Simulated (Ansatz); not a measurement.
# Geometry relaxation, with input and output: ZnO (part 2 of 2)

The same run, continued: ZnO (4 atoms in the cell); DFT PBE, scalar-relativistic, plane waves, PAW, no spin polarisation (Ansatz 0.2.0); cutoff 420 eV, 8×8×8 k-mesh, Gaussian smearing of 0.1 eV. The structure was made by a generator, so it may or may not be a known phase.

Geometry of the input (Å; fractional positions):
```
-1.4588  1.4588  5.0535
1.4588  -1.4588  5.0535
1.4588  1.4588  -5.0535
Zn 0.8333  0.8333  0.0000
Zn 0.5833  0.0833  0.5000
O  0.6667  0.6667  0.0000
O  0.4167  0.9167  0.5000
```

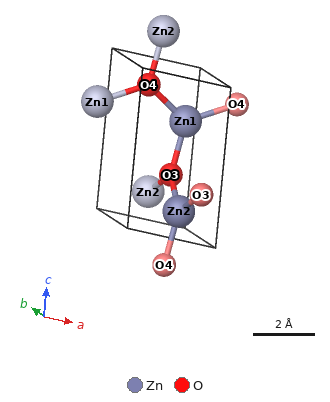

**Figure 1.** The geometry at step 3 of the log (ball-and-stick view of the reduced cell, seen slightly off an axis; neighbours outside the cell are drawn fainter; atoms are numbered from 1 in the order of the input).

Output, continued
```
SCF iter   1: F=—  HF=-7772.482045 eV  |F-HF|=—  |Δ(HF+E_count)|=         —  Δρ=6.27e-3  dr2=4.27e-3  ethr=1.31e-5  ⟨swp⟩=2.2  Hψ=8062  notcnv=0
preconditioner: auto → none  [insulator: Δε(μ)=0.673 eV  Ē_g=11.919 eV  σ=0.100 eV  W_gap=1.00  n_scr=12 (ndim 8)  ℏωp=29.2 eV  f_vac=0.102  D(μ)=0.00/eV (n_scr^D=0)  ε∞_Penn≈7.0]
SCF iter   2: F=—  HF=-7772.519390 eV  |F-HF|=—  |Δ(HF+E_count)|=   3.73e-2  Δρ=3.21e-3  dr2=2.93e-3  ethr=1.19e-5  ⟨swp⟩=2.0  Hψ=2360  notcnv=0
SCF iter   3: F=—  HF=-7772.526434 eV  |F-HF|=—  |Δ(HF+E_count)|=   7.04e-3  Δρ=1.91e-3  dr2=2.47e-4  ethr=8.15e-6  ⟨swp⟩=2.2  Hψ=2044  notcnv=0
SCF iter   4: F=—  HF=-7772.533223 eV  |F-HF|=—  |Δ(HF+E_count)|=   6.79e-3  Δρ=5.33e-4  dr2=5.15e-5  ethr=6.87e-7  ⟨swp⟩=2.0  Hψ=2349  notcnv=0
SCF iter   5: F=—  HF=-7772.533565 eV  |F-HF|=—  |Δ(HF+E_count)|=   3.42e-4  Δρ=1.06e-4  dr2=2.73e-6  ethr=1.43e-7  ⟨swp⟩=2.0  Hψ=2242  notcnv=0
SCF iter   6: F=—  HF=-7772.533575 eV  |F-HF|=—  |Δ(HF+E_count)|=   9.93e-6  Δρ=4.36e-5  dr2=9.05e-7  ethr=7.59e-9  ⟨swp⟩=2.0  Hψ=2360  notcnv=0
SCF iter   7: F=—  HF=-7772.533575 eV  |F-HF|=—  |Δ(HF+E_count)|=   7.30e-8  Δρ=1.34e-5  dr2=9.50e-8  ethr=2.51e-9  ⟨swp⟩=2.6  Hψ=2026  notcnv=0
SCF iter   8: F=-7772.533575 eV  HF=-7772.533575 eV  |F-HF|=5.71e-10  |Δ(HF+E_count)|=   1.02e-8  Δρ=1.35e-6  dr2=1.06e-9  ethr=7.11e-12  ⟨swp⟩=3.0  Hψ=5747  notcnv=0
SCF 6 converged in 8 iterations: F = -7772.533575 eV  dr2 = 1.06e-9
  greatest PAW one-centre occupation: 0.988 electrons in one spin orbital (limit 2), on the Zn atom at site 0 (counted from 0), in its partial waves of l = 2
relax step   6: F+E_penalty+E_count = -7772.53357515 eV  Δ(F+E_penalty+E_count) = -2.447e-1 eV  max|allowed force component| = 3.301e-2 eV/Å  Δτ_max = 0.0000 Å  P = +5.005 GPa  Ω = 58.347 Å³  stress off target by 5.26e0 GPa  SCF on the basis re-selected at this cell (its energy is not comparable with the rows above)  (8 SCF iters)
basis re-selected at this cell: Δ(F+E_penalty+E_count) = -2.447e-1 eV, ΔP = +5.101 GPa vs the last step (what re-selecting the basis moved, of the pressure what is left beyond the Pulay correction that the steps carried, after the strain that the cell walked since its last selection, with what the two solves' SCF thresholds leave and, on support functions, any second-order correction that the steps lacked; it is no measure of the basis error at this ecutwfc). The dense FFT grid was sized anew with the basis: this SCF ran on 24×24×45 points, the steps before it on 20×20×40, so part of this shift can come from that change (see relax.cell in the input reference). This SCF's stress stands 5.26e0 GPa from its target on what of the cell is left free (relax.cell.stress_tol is 4.00e-1 GPa) and its largest allowed force component is 3.30e-2 eV/Å (relax.f_tol is 4.00e-2 eV/Å): not within both, so this SCF does not close the relaxation
Crystal: 4 atoms, lattice volume = 60.873 Å³
Basis set: ecut = 420 eV, 1207 PW (Γ), FFT grids on a1+a3, a2+a3, a3, exchange–correlation on 48×48×90 points (8 copies of the dense FFT grid, shifted against one another)
iter 1 solved again at ethr=1.82e-5 eV; its pass at ethr=3.10e-3 eV (dr2=6.56e-3 eV) is discarded
SCF iter   1: F=—  HF=-7772.571528 eV  |F-HF|=—  |Δ(HF+E_count)|=         —  Δρ=3.59e-3  dr2=6.49e-3  ethr=1.82e-5  ⟨swp⟩=1.1  Hψ=7979  notcnv=0
preconditioner: auto → none  [insulator: Δε(μ)=0.584 eV  Ē_g=11.667 eV  σ=0.100 eV  W_gap=1.00  n_scr=12 (ndim 8)  ℏωp=28.6 eV  f_vac=0.122  D(μ)=0.00/eV (n_scr^D=0)  ε∞_Penn≈7.0]
SCF iter   2: F=—  HF=-7772.570612 eV  |F-HF|=—  |Δ(HF+E_count)|=   9.16e-4  Δρ=2.41e-3  dr2=2.02e-3  ethr=1.80e-5  ⟨swp⟩=2.0  Hψ=2360  notcnv=0
SCF iter   3: F=—  HF=-7772.570160 eV  |F-HF|=—  |Δ(HF+E_count)|=   4.51e-4  Δρ=8.45e-4  dr2=2.07e-4  ethr=5.62e-6  ⟨swp⟩=2.1  Hψ=2285  notcnv=0
SCF iter   4: F=—  HF=-7772.570305 eV  |F-HF|=—  |Δ(HF+E_count)|=   1.44e-4  Δρ=3.64e-4  dr2=6.42e-5  ethr=5.76e-7  ⟨swp⟩=2.0  Hψ=2331  notcnv=0
SCF iter   5: F=—  HF=-7772.570286 eV  |F-HF|=—  |Δ(HF+E_count)|=   1.92e-5  Δρ=1.05e-4  dr2=3.15e-6  ethr=1.78e-7  ⟨swp⟩=2.0  Hψ=2240  notcnv=0
SCF iter   6: F=-7772.570287 eV  HF=-7772.570287 eV  |F-HF|=3.00e-8  |Δ(HF+E_count)|=   1.72e-6  Δρ=1.42e-5  dr2=6.41e-8  ethr=1.11e-9  ⟨swp⟩=3.5  Hψ=6120  notcnv=0
SCF 7 converged in 6 iterations: F = -7772.570287 eV  dr2 = 6.41e-8
relax step   7: F+E_penalty+E_count = -7772.57028735 eV  Δ(F+E_penalty+E_count) = -3.671e-2 eV  max|allowed force component| = 2.531e-3 eV/Å  Δτ_max = 0.0055 Å  P = +0.972 GPa  Ω = 60.873 Å³  energy of the carried Pulay correction = -9.623e-3 eV  (6 SCF iters, dr2 threshold 4.00e-7 eV, accepted)
Crystal: 4 atoms, lattice volume = 61.877 Å³
Basis set: ecut = 420 eV, 1215 PW (Γ), FFT grids on a1+a3, a2+a3, a3, exchange–correlation on 48×48×90 points (8 copies of the dense FFT grid, shifted against one another)
iter 1 solved again at ethr=3.21e-6 eV; its pass at ethr=3.10e-3 eV (dr2=1.16e-3 eV) is discarded
SCF iter   1: F=—  HF=-7772.569593 eV  |F-HF|=—  |Δ(HF+E_count)|=         —  Δρ=2.04e-3  dr2=1.18e-3  ethr=3.21e-6  ⟨swp⟩=2.0  Hψ=8051  notcnv=0
preconditioner: auto → none  [insulator: Δε(μ)=0.588 eV  Ē_g=11.625 eV  σ=0.100 eV  W_gap=1.00  n_scr=12 (ndim 8)  ℏωp=28.3 eV  f_vac=0.124  D(μ)=0.00/eV (n_scr^D=0)  ε∞_Penn≈6.9]
SCF iter   2: F=—  HF=-7772.569363 eV  |F-HF|=—  |Δ(HF+E_count)|=   2.30e-4  Δρ=9.71e-4  dr2=1.87e-4  ethr=3.21e-6  ⟨swp⟩=2.0  Hψ=2202  notcnv=0
SCF iter   3: F=—  HF=-7772.569412 eV  |F-HF|=—  |Δ(HF+E_count)|=   4.90e-5  Δρ=4.03e-4  dr2=5.20e-5  ethr=5.18e-7  ⟨swp⟩=2.0  Hψ=2242  notcnv=0
SCF iter   4: F=—  HF=-7772.569413 eV  |F-HF|=—  |Δ(HF+E_count)|=   6.23e-7  Δρ=9.66e-5  dr2=2.37e-6  ethr=1.44e-7  ⟨swp⟩=2.0  Hψ=2242  notcnv=0
SCF iter   5: F=—  HF=-7772.569415 eV  |F-HF|=—  |Δ(HF+E_count)|=   1.82e-6  Δρ=4.65e-5  dr2=1.07e-6  ethr=1.11e-9  ⟨swp⟩=6.8  Hψ=6549  notcnv=0
SCF iter   6: F=-7772.569414 eV  HF=-7772.569414 eV  |F-HF|=9.68e-9  |Δ(HF+E_count)|=   2.62e-7  Δρ=8.75e-6  dr2=2.97e-8  ethr=1.11e-9  ⟨swp⟩=3.1  Hψ=5880  notcnv=0
SCF 8 converged in 6 iterations: F = -7772.569414 eV  dr2 = 2.97e-8
relax step   8: F+E_penalty+E_count = -7772.56941436 eV  Δ(F+E_penalty+E_count) = +8.730e-4 eV  max|allowed force component| = 1.724e-3 eV/Å  Δτ_max = 0.0066 Å  P = -0.066 GPa  Ω = 61.877 Å³  energy of the carried Pulay correction = -1.435e-2 eV  (6 SCF iters, dr2 threshold 4.00e-7 eV, accepted)
iter 1 solved again at ethr=3.59e-7 eV; its pass at ethr=3.10e-3 eV (dr2=1.29e-4 eV) is discarded
SCF iter   1: F=—  HF=-7772.579541 eV  |F-HF|=—  |Δ(HF+E_count)|=         —  Δρ=8.22e-4  dr2=4.64e-5  ethr=3.59e-7  ⟨swp⟩=3.1  Hψ=8974  notcnv=0
preconditioner: auto → none  [insulator: Δε(μ)=0.596 eV  Ē_g=11.639 eV  σ=0.100 eV  W_gap=1.00  n_scr=12 (ndim 8)  ℏωp=28.3 eV  f_vac=0.121  D(μ)=0.00/eV (n_scr^D=0)  ε∞_Penn≈6.9]
SCF iter   2: F=—  HF=-7772.583826 eV  |F-HF|=—  |Δ(HF+E_count)|=   4.29e-3  Δρ=4.45e-4  dr2=4.14e-5  ethr=1.29e-7  ⟨swp⟩=2.0  Hψ=2360  notcnv=0
SCF iter   3: F=—  HF=-7772.584764 eV  |F-HF|=—  |Δ(HF+E_count)|=   9.38e-4  Δρ=2.53e-4  dr2=6.61e-6  ethr=1.15e-7  ⟨swp⟩=2.1  Hψ=2294  notcnv=0
SCF iter   4: F=—  HF=-7772.585220 eV  |F-HF|=—  |Δ(HF+E_count)|=   4.56e-4  Δρ=7.59e-5  dr2=6.53e-7  ethr=1.84e-8  ⟨swp⟩=2.8  Hψ=2319  notcnv=0
SCF iter   5: F=—  HF=-7772.585263 eV  |F-HF|=—  |Δ(HF+E_count)|=   4.29e-5  Δρ=1.44e-5  dr2=3.01e-8  ethr=1.81e-9  ⟨swp⟩=2.0  Hψ=2360  notcnv=0
SCF iter   6: F=-7772.585264 eV  HF=-7772.585264 eV  |F-HF|=1.94e-8  |Δ(HF+E_count)|=   1.47e-6  Δρ=2.57e-6  dr2=9.79e-10  ethr=7.11e-12  ⟨swp⟩=3.1  Hψ=5889  notcnv=0
SCF 9 converged in 6 iterations: F = -7772.585264 eV  dr2 = 9.79e-10
relax step   9: F+E_penalty+E_count = -7772.58526419 eV  Δ(F+E_penalty+E_count) = -1.585e-2 eV  max|allowed force component| = 4.275e-3 eV/Å  Δτ_max = 0.0000 Å  P = +0.017 GPa  Ω = 61.877 Å³  stress off target by 8.42e-2 GPa  SCF on the basis re-selected at this cell (its energy is not comparable with the rows above)  (6 SCF iters)
basis re-selected at this cell: Δ(F+E_penalty+E_count) = -1.585e-2 eV, ΔP = +0.084 GPa vs the last step (what re-selecting the basis moved, of the pressure what is left beyond the Pulay correction that the steps carried, after the strain that the cell walked since its last selection, with what the two solves' SCF thresholds leave and, on support functions, any second-order correction that the steps lacked; it is no measure of the basis error at this ecutwfc). This SCF's stress stands 8.42e-2 GPa from its target on what of the cell is left free (relax.cell.stress_tol is 4.00e-1 GPa) and its largest allowed force component is 4.27e-3 eV/Å (relax.f_tol is 4.00e-2 eV/Å): within both
SCF converged after 6 iterations
Free energy (F): -7772.585264 eV
Harris-Foulkes:  -7772.585264 eV  (|F-HF|=1.94e-8)
Internal energy: -7772.585264 eV  (E = F + TS)
E sigma→0 (E₀):  -7772.585264 eV
Entropy (-TS):   -0.000000 eV (-0.000 meV/atom)
Fermi energy:    4.578860 eV
--- Per-component energies (eV) ---
  E_band       = -43.196690
  E_kinetic    = 608.181613
  E_local      = -4671.816828  (includes V_loc(G=0)·N_el)
  E_nonlocal   = 1330.995784
  E_hartree    = 1924.811596
  E_xc         = -418.788626
  E_vxc        = -288.038978  (∫ρ·V_xc dr)
  E_paw        = -3976.204224  (= ΣΔE_a)
  E_vpaw       = -872.146173  (= ΣTr[D̂ρ^β])
  E_aug_tail   = 0.004163  (compensation charges beyond the density's cutoff)
  E_ewald      = -2569.768742
  E_smearing   = -0.000000  (= −TS)
  E_closure    = 0.000000  (closes the sum)
  Σ components = -7772.585264   (vs F -7772.585264, Δ=0.00e0)
--- Forces (eV/Å), atoms counted from 1 ---
  atom   1  Zn    -0.00000000     0.00000000    -0.00427402
  atom   2  Zn     0.00000000    -0.00000000    -0.00427402
  atom   3  O     -0.00000000     0.00000000     0.00427547
  atom   4  O      0.00000000    -0.00000000     0.00427547
  max |Σ_I F_I| component: 2.89e-6 eV/Å
--- Stress (GPa, compression-positive) ---
        0.068291      -0.000000      -0.000000
       -0.000000       0.068291      -0.000000
       -0.000000      -0.000000      -0.084179
  P = ⅓ Tr σ = 0.0175 GPa (0.175 kbar)
--- Band table (eV; the first three rows and the last of 59) ---
  k-point 0: bands = ["-13.2000", "-12.7033", "-1.9601", "-1.6876", "-1.5831", "-1.5831", "-0.9007", "-0.7357", "-0.7357", "-0.6260", "-0.6002", "-0.5665", "0.1920", "3.0176", "3.0176", "3.6856", "3.6856", "4.2719", "4.8641", "9.3778", "11.3014", "15.5739"]
  k-point 1: bands = ["-13.1230", "-12.6689", "-1.8799", "-1.7828", "-1.6027", "-1.3639", "-0.8480", "-0.7843", "-0.7711", "-0.6408", "-0.5882", "-0.4585", "0.2031", "2.5551", "2.6572", "3.1716", "3.5178", "4.1246", "5.9894", "9.8615", "11.3808", "14.5999"]
  k-point 2: bands = ["-12.9316", "-12.5937", "-1.8096", "-1.6879", "-1.5879", "-1.0842", "-0.9481", "-0.8988", "-0.7047", "-0.6889", "-0.5617", "-0.1150", "0.3449", "1.6230", "1.9706", "2.8866", "3.2419", "3.7244", "7.6692", "9.7877", "12.4428", "12.4959"]
  k-point 58: bands = ["-12.9595", "-12.9595", "-1.8929", "-1.8929", "-1.6430", "-1.6430", "-0.9030", "-0.9030", "-0.6036", "-0.6036", "-0.5834", "-0.5834", "1.9868", "1.9868", "2.5751", "2.5751", "4.0961", "4.0961", "7.1203", "7.1203", "13.7319", "13.7319"]
--- Relaxed structure (7 steps of the walk, 7 accepted, 2 SCFs on fresh bases) ---
  F+E_penalty+E_count = -7772.58526419 eV   max|allowed force component| = 4.275e-3 eV/Å   (the final SCF, on the basis selected at the relaxed cell)
  cell:  # Å, volume = 61.8771 Å³
    - [-1.6525088415746996, 1.6525088415746996, 5.664770253761471]
    - [1.6525088415746996, -1.6525088415746996, 5.664770253761471]
    - [1.6525088415746996, 1.6525088415746996, -5.664770253761471]
  atoms:
    - { symbol: Zn, position: [0.833807852646882, 0.833807852646882, 5.378565803891673e-33] }
    - { symbol: Zn, position: [0.5838078526468821, 0.08380785264688206, 0.5] }
    - { symbol: O, position: [0.6661921473531179, 0.6661921473531179, 8.677430165602666e-33] }
    - { symbol: O, position: [0.416192147353118, 0.9161921473531179, 0.5] }
```

Trajectory as extended XYZ (Å, eV, eV/Å), 9 frames, from step=1 to step=9
```
4
Lattice="-1.4588 1.4588 5.0535 1.4588 -1.4588 5.0535 1.4588 1.4588 -5.0535" Properties=species:S:1:pos:R:3:forces:R:3 step=1 energy=-7769.32975 pressure_GPa=77.54
Zn    0.0000    0.0000    8.4226    0.0000   0.0000   0.0362
Zn    0.0000    1.4588    0.8423    0.0000   0.0000   0.0362
O     0.0000    0.0000    6.7380    0.0000   0.0000  -0.0361
O     1.4588    0.0000    4.2113    0.0000   0.0000  -0.0361
4
Lattice="-1.5301 1.5301 5.2944 1.5301 -1.5301 5.2944 1.5301 1.5301 -5.2944" Properties=species:S:1:pos:R:3:forces:R:3 step=2 energy=-7771.47005 pressure_GPa=33.06
Zn    0.0000    0.0000    8.8244    0.0000   0.0000   0.0325
Zn    0.0000    1.5301    0.8828    0.0000   0.0000   0.0325
O     0.0000    0.0000    7.0587    0.0000   0.0000  -0.0324
O     1.5301    0.0000    4.4115    0.0000   0.0000  -0.0324
4
Lattice="-1.5907 1.5907 5.5154 1.5907 -1.5907 5.5154 1.5907 1.5907 -5.5154" Properties=species:S:1:pos:R:3:forces:R:3 step=3 energy=-7772.22034 pressure_GPa=8.18
Zn    0.0000    0.0000    9.1927    0.0000   0.0000  -0.0165
Zn    0.0000    1.5907    0.9195    0.0000   0.0000  -0.0165
O     0.0000    0.0000    7.3537    0.0000   0.0000   0.0165
O     1.5907    0.0000    4.5960    0.0000   0.0000   0.0165
4
Lattice="-1.6077 1.6077 5.6176 1.6077 -1.6077 5.6176 1.6077 1.6077 -5.6176" Properties=species:S:1:pos:R:3:forces:R:3 step=4 energy=-7772.28577 pressure_GPa=1.17
Zn    0.0000    0.0000    9.3602    0.0000   0.0000  -0.0592
Zn    0.0000    1.6077    0.9338    0.0000   0.0000  -0.0592
O     0.0000    0.0000    7.4925    0.0000   0.0000   0.0593
O     1.6077    0.0000    4.6837    0.0000   0.0000   0.0593
4
Lattice="-1.6049 1.6049 5.6629 1.6049 -1.6049 5.6629 1.6049 1.6049 -5.6629" Properties=species:S:1:pos:R:3:forces:R:3 step=5 energy=-7772.28884 pressure_GPa=-0.10
Zn    0.0000    0.0000    9.4300    0.0000   0.0000  -0.0380
Zn    0.0000    1.6049    0.9356    0.0000   0.0000  -0.0380
O     0.0000    0.0000    7.5588    0.0000   0.0000   0.0381
O     1.6049    0.0000    4.7273    0.0000   0.0000   0.0381
4
Lattice="-1.6049 1.6049 5.6629 1.6049 -1.6049 5.6629 1.6049 1.6049 -5.6629" Properties=species:S:1:pos:R:3:forces:R:3 step=6 energy=-7772.53358 pressure_GPa=5.00
Zn    0.0000    0.0000    9.4300    0.0000   0.0000  -0.0330
Zn    0.0000    1.6049    0.9356    0.0000   0.0000  -0.0330
O     0.0000    0.0000    7.5588    0.0000   0.0000   0.0330
O     1.6049    0.0000    4.7273    0.0000   0.0000   0.0330
4
Lattice="-1.6356 1.6356 5.6885 1.6356 -1.6356 5.6885 1.6356 1.6356 -5.6885" Properties=species:S:1:pos:R:3:forces:R:3 step=7 energy=-7772.57029 pressure_GPa=0.97
Zn    0.0000    0.0000    9.4787    0.0000   0.0000   0.0025
Zn    0.0000    1.6356    0.9460    0.0000   0.0000   0.0025
O     0.0000    0.0000    7.5867    0.0000   0.0000  -0.0026
O     1.6356    0.0000    4.7424    0.0000   0.0000  -0.0026
4
Lattice="-1.6525 1.6525 5.6648 1.6525 -1.6525 5.6648 1.6525 1.6525 -5.6648" Properties=species:S:1:pos:R:3:forces:R:3 step=8 energy=-7772.56941 pressure_GPa=-0.07
Zn    0.0000    0.0000    9.4467    0.0000   0.0000  -0.0017
Zn    0.0000    1.6525    0.9495    0.0000   0.0000  -0.0017
O     0.0000    0.0000    7.5477    0.0000   0.0000   0.0017
O     1.6525    0.0000    4.7153    0.0000   0.0000   0.0017
4
Lattice="-1.6525 1.6525 5.6648 1.6525 -1.6525 5.6648 1.6525 1.6525 -5.6648" Properties=species:S:1:pos:R:3:forces:R:3 step=9 energy=-7772.58526 pressure_GPa=0.02
Zn    0.0000    0.0000    9.4467    0.0000   0.0000  -0.0043
Zn    0.0000    1.6525    0.9495    0.0000   0.0000  -0.0043
O     0.0000    0.0000    7.5477    0.0000   0.0000   0.0043
O     1.6525    0.0000    4.7153    0.0000   0.0000   0.0043
```

Summary

```csv
quantity,value
outcome,converged
space group (tolerance 0.01 Å),I4₁md (109)
electrons treated,36
free energy,−7772.5853 eV
Fermi energy,4.579 eV
gap on the k-point mesh,0.59 eV
pressure,0.02 GPa
final volume,61.88 Å³
largest force (length of the vector) at the end,0.004 eV/Å
final cell,"a = 6.128 Å, b = 6.128 Å, c = 6.128 Å, α = 148.71°, β = 148.71°, γ = 44.84°"
hardware,"1 thread of Intel Xeon (Sapphire Rapids), 64 GiB of memory available, shared host"
wall time,44 s
peak memory,0.46 GiB
```
